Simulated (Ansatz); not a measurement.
Wannier-function calculation, with input and output: MoS2 (part 2 of 2)

The same run, continued: MoS2 (P6₃/mmc, 6 atoms in the cell); maximally localised Wannier functions of r2SCAN bands, plane waves, PAW, no spin polarisation (Ansatz 0.2.0); cutoff 500 eV, 9×9×2 k-mesh, fixed occupations. The structure derives from an entry of the Crystallography Open Database. The geometry comes from this level: r2scan-rvv10. It belongs to a series of runs on one base structure; here: anion s p.

Geometry of the input (Å; fractional positions):
```
3.1730  0.0000  0.0000
-1.5865  2.7479  0.0000
0.0000  0.0000  12.4359
Mo 0.3333  0.6667  0.2500
Mo 0.6667  0.3333  0.7500
S  0.3333  0.6667  0.6249
S  0.6667  0.3333  0.1249
S  0.3333  0.6667  0.8751
S  0.6667  0.3333  0.3751
```

## File v_z.tsv
```
# z_ang	v_es[eV]	v_tot[eV]
# format = ansatz-planar-average/11
# xc	r2scan
# density_cutoff_ev	2000
# datasets	Mo=:simpson_from_first_knot:soft:shift=0	S=:simpson_from_first_knot:soft:shift=0
# lattice	3.173019494	-0.000000000	0.000000000
# lattice	-1.586509747	2.747915489	0.000000000
# lattice	0.000000000	0.000000000	12.435905694
# sites	6
# site	42	0.000000000	1.831943659	3.108976423
# site	42	1.586509747	0.915971830	9.326929270
# site	16	0.000000000	1.831943659	7.771204169
# site	16	1.586509747	0.915971830	1.553251322
# site	16	0.000000000	1.831943659	10.882654372
# site	16	1.586509747	0.915971830	4.664701525
0.000000	1.535014e1	1.023872e1
0.129541	1.528405e1	9.884229e0
0.259081	1.507337e1	9.201587e0
0.388622	1.468323e1	8.215643e0
0.518163	1.404910e1	6.724252e0
0.647703	1.305137e1	4.849519e0
0.777244	1.145599e1	2.318381e0
0.906785	9.239778e0	-7.827688e-1
1.036325	6.842163e0	-4.038457e0
1.165866	4.848247e0	-6.749195e0
1.295407	3.520784e0	-8.710988e0
1.424948	2.747128e0	-1.008533e1
1.554488	2.335522e0	-1.088545e1
1.684029	2.176961e0	-1.123131e1
1.813570	2.261285e0	-1.107040e1
1.943110	2.662383e0	-1.058924e1
2.072651	3.324978e0	-9.836387e0
2.202192	3.730644e0	-9.414050e0
2.331732	3.153144e0	-1.011105e1
2.461273	1.316359e0	-1.227541e1
2.590814	-1.346404e0	-1.545333e1
2.720354	-4.125201e0	-1.877659e1
2.849895	-6.485243e0	-2.140326e1
2.979436	-8.052714e0	-2.318974e1
3.108976	-8.601341e0	-2.400328e1
3.238517	-8.052714e0	-2.318974e1
3.368058	-6.485243e0	-2.140326e1
3.497598	-4.125201e0	-1.877659e1
3.627139	-1.346404e0	-1.545333e1
3.756680	1.316359e0	-1.227541e1
3.886221	3.153144e0	-1.011105e1
4.015761	3.730644e0	-9.414050e0
4.145302	3.324978e0	-9.836387e0
4.274843	2.662383e0	-1.058924e1
4.404383	2.261285e0	-1.107040e1
4.533924	2.176961e0	-1.123131e1
4.663465	2.335522e0	-1.088545e1
4.793005	2.747128e0	-1.008533e1
4.922546	3.520784e0	-8.710988e0
5.052087	4.848247e0	-6.749195e0
5.181627	6.842163e0	-4.038457e0
5.311168	9.239778e0	-7.827688e-1
5.440709	1.145599e1	2.318381e0
5.570249	1.305137e1	4.849519e0
5.699790	1.404910e1	6.724252e0
5.829331	1.468323e1	8.215643e0
5.958871	1.507337e1	9.201587e0
6.088412	1.528405e1	9.884229e0
6.217953	1.535014e1	1.023872e1
6.347494	1.528405e1	9.884229e0
6.477034	1.507337e1	9.201587e0
6.606575	1.468323e1	8.215643e0
6.736116	1.404910e1	6.724252e0
6.865656	1.305137e1	4.849519e0
6.995197	1.145599e1	2.318381e0
7.124738	9.239778e0	-7.827688e-1
7.254278	6.842163e0	-4.038457e0
7.383819	4.848247e0	-6.749195e0
7.513360	3.520784e0	-8.710988e0
7.642900	2.747128e0	-1.008533e1
7.772441	2.335522e0	-1.088545e1
7.901982	2.176961e0	-1.123131e1
8.031522	2.261285e0	-1.107040e1
8.161063	2.662383e0	-1.058924e1
8.290604	3.324978e0	-9.836387e0
8.420144	3.730644e0	-9.414050e0
8.549685	3.153144e0	-1.011105e1
8.679226	1.316359e0	-1.227541e1
8.808767	-1.346404e0	-1.545333e1
8.938307	-4.125201e0	-1.877659e1
9.067848	-6.485243e0	-2.140326e1
9.197389	-8.052714e0	-2.318974e1
9.326929	-8.601341e0	-2.400328e1
9.456470	-8.052714e0	-2.318974e1
9.586011	-6.485243e0	-2.140326e1
9.715551	-4.125201e0	-1.877659e1
9.845092	-1.346404e0	-1.545333e1
9.974633	1.316359e0	-1.227541e1
10.104173	3.153144e0	-1.011105e1
10.233714	3.730644e0	-9.414050e0
10.363255	3.324978e0	-9.836387e0
10.492795	2.662383e0	-1.058924e1
10.622336	2.261285e0	-1.107040e1
10.751877	2.176961e0	-1.123131e1
10.881417	2.335522e0	-1.088545e1
11.010958	2.747128e0	-1.008533e1
11.140499	3.520784e0	-8.710988e0
11.270040	4.848247e0	-6.749195e0
11.399580	6.842163e0	-4.038457e0
11.529121	9.239778e0	-7.827688e-1
11.658662	1.145599e1	2.318381e0
11.788202	1.305137e1	4.849519e0
11.917743	1.404910e1	6.724252e0
12.047284	1.468323e1	8.215643e0
12.176824	1.507337e1	9.201587e0
12.306365	1.528405e1	9.884229e0
```

## File wannier.spreads.toml
```
omega_i_ang2 = 21.470120550154377
omega_d_ang2 = 0.03202532831261741
omega_od_ang2 = 4.10085445651034
omega_total_ang2 = 25.603000334977335
least_projectability = 0.77777613352378
b_vectors_match_mmn = true
n_iter = 40
converged = true
rejected_fitted_steps = 0

[[wannier]]
r = [-0.000000820258041996825, 1.8319433526591724, 7.392251926830469]
spread = 1.5273961059099364

[[wannier]]
r = [1.5865100302785236, 0.915971903932614, 5.043653684532613]
spread = 1.527396372982949

[[wannier]]
r = [1.5865101200264924, 0.9159716769386195, 1.174299199360304]
spread = 1.5273965080210248

[[wannier]]
r = [-0.00000007935113141950346, 1.8319439180516925, 11.261606476916247]
spread = 1.527396555879676

[[wannier]]
r = [0.42385815719782155, 1.587227083936947, 10.501417742635969]
spread = 1.6244500457968911

[[wannier]]
r = [1.1626512236965527, 1.1606875194858648, 1.9344875186041253]
spread = 1.624450557579734

[[wannier]]
r = [-0.42385810798643186, 1.587228047022446, 8.152441655840768]
spread = 1.6244507292247903

[[wannier]]
r = [1.5865090033076277, 0.4265419755309732, 4.283465170898225]
spread = 1.6244509826654152

[[wannier]]
r = [1.1626514156401915, 1.1606873181027355, 4.283465414540946]
spread = 1.624451235907305

[[wannier]]
r = [-0.0000001319508420402828, 2.3213734468447296, 8.15244018172351]
spread = 1.6244513727105812

[[wannier]]
r = [2.010368538827945, 1.1606861434331384, 4.283465032323642]
spread = 1.6244514469836524

[[wannier]]
r = [1.5865090512053404, 0.42654213975597943, 1.934487668369747]
spread = 1.6244514638186915

[[wannier]]
r = [0.00000112734505366661, 2.3213733093742377, 10.501417941803256]
spread = 1.624451475416123

[[wannier]]
r = [2.010368604102808, 1.1606859644437626, 1.9344876945669058]
spread = 1.6244516022160624

[[wannier]]
r = [0.4238591336434454, 1.5872298061323562, 8.152439709711029]
spread = 1.6244518724218437

[[wannier]]
r = [-0.42385924722628365, 1.587230329168167, 10.501418532113878]
spread = 1.6244520074424145

[[curvature_check]]
after_line_search = 18
omega_tilde_before_ang2 = 4.688799034285461
krylov_steps = 67
lowest_ritz_value_ang2 = -0.7691856447072759
residual_ang2 = 3.0320071069121678e-18
settled = true
first_negative_step = 3
curvature_along_ang2 = -0.7682066836986828
angle_rad = 0.6454216290895609
omega_tilde_after_ang2 = 4.475934692113166
outcome = "escaped"

[[curvature_check]]
after_line_search = 40
omega_tilde_before_ang2 = 4.132879784822957
krylov_steps = 45
lowest_ritz_value_ang2 = 0.15280632021611162
residual_ang2 = 2.2304778248979107e-9
settled = true
outcome = "no-negative-curvature"
```

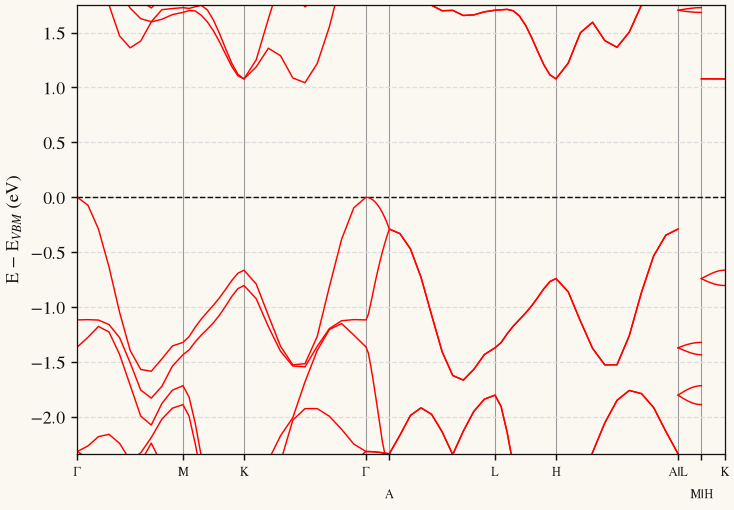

Figure 1. Band structure along Γ–M–K–Γ–A–L–H–A|L–M|H–K, with energies from the valence-band top. There is a gap of 1.04 eV on this path, indirect, from Γ to between K and Γ.

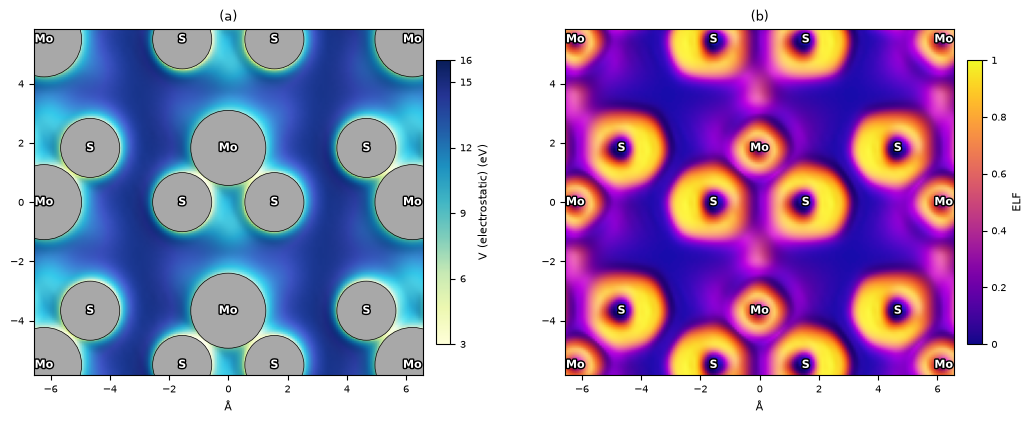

Figure 2. (a) electrostatic potential (local pseudopotential plus Hartree) felt by an electron; (b) electron localisation function on the (110) plane of the conventional cell. Grey discs, where drawn, cover atomic cores. The section cuts through Mo and S sites. Mo–S (2.40 Å): the ELF is about 0.45 at the midpoint. The strong features right at Mo lie inside the PAW spheres (semicore, d or f shells) and say nothing about bonding. Outside the cores the potential energy rises away from the atoms and is highest about 1.9 Å from the nearest atoms; outside the discs it spans about 12 eV, and its zero is arbitrary. The fields are those of the smooth PAW valence density.

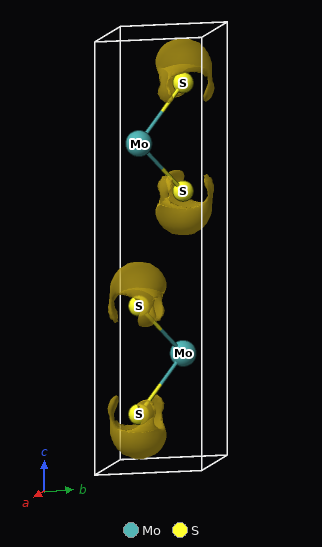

Figure 3. Isosurface of the ELF at 0.85 (yellow), seen slightly off an axis. Core shells and regions of very low density are left out. Sticks mark near contacts. The outline is the cell set on symmetry axes. Along the contacts the grid gives the following. Mo–S (2.40 Å): the ELF is about 0.45 at the midpoint.

## Key numbers

```tsv
quantity	value
outcome	converged
space group (tolerance 0.01 Å)	P6₃/mmc (194)
electrons treated	52
free energy	−13564.3013 eV
total spread of the Wannier functions	25.603 Å²
Fermi energy	10.599 eV
gap on the k-point mesh	1.08 eV
wall time	22 s (CPU time 83 s)
peak memory	0.65 GiB
```
